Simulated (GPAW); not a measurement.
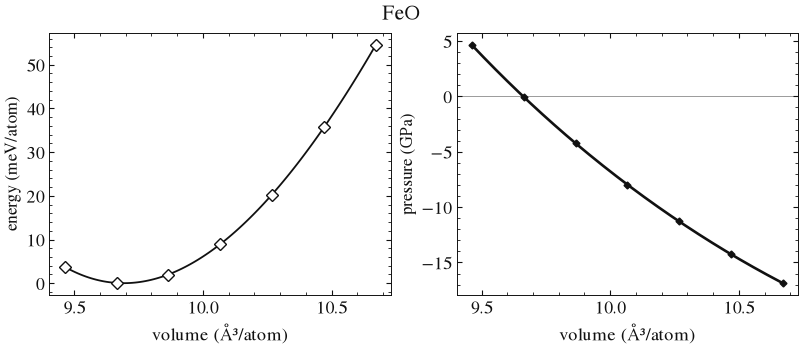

The plot gives the computed energy and pressure against volume for FeO, space group R-3m (No. 166).

Cell as given: a = 3.070 Å, b = 3.070 Å, c = 3.070 Å, α = 59.31°, β = 59.31°, γ = 59.31°; 2 atoms.

Method: PAW DFT in plane waves, on a grid or in atomic orbitals, collinear spins; energies at scaled volumes of the given cell, shape and fractions fixed, counted from the fit's minimum, third-order Birch-Murnaghan fit (GPAW 26.7.0). Level: PBEsol, collinear spin.

| setting | value |
| --- | --- |
| k mesh | 11×11×11 |
| occupations | Fermi–Dirac |
| smearing width | 0.05 eV |
| potentials | PAW data sets made by gpaw setup for the functional |
| wave cutoff | 800 eV |
| program settings | basis pw |

Tabulate the plotted points.

```tsv
volume (Å³/atom)	energy (meV/atom)	pressure (GPa)
9.46	3.71	4.62
9.66	0.06	-0.06
9.87	1.98	-4.24
10.07	8.95	-7.97
10.27	20.30	-11.30
10.47	35.64	-14.26
10.67	54.46	-16.87
```

Note: shape and atomic fractions are frozen while scaling, which makes layered, chain and framework solids too stiff.
